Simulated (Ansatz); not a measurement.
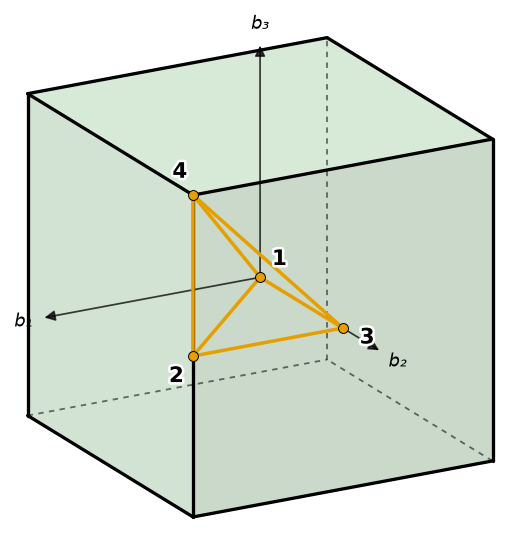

Crystal: BaTiO3, the geometry relaxed with DFT PBE, scalar-relativistic, plane waves, PAW (Ansatz 0.2.0). The first Brillouin zone of a simple cubic lattice (cP; extended symbol cP2) is drawn with its special points numbered. All values are computed from the atomic coordinates in the standard setting (tolerance 0.002 Å).

a = 4.019 Å, b = 4.019 Å, c = 4.019 Å, α = 90.00°, β = 90.00°, γ = 90.00°.

Labels and path follow the convention of Hinuma et al. (2017), as computed by seekpath; the arrows show the directions of the reciprocal primitive vectors b₁, b₂, b₃, in which coordinates are given.

Which special point is each number?

Answer.
```csv
no.,label,coordinates
1,Γ,"(0, 0, 0)"
2,M,"(1/2, 1/2, 0)"
3,X,"(0, 1/2, 0)"
4,R,"(1/2, 1/2, 1/2)"
```
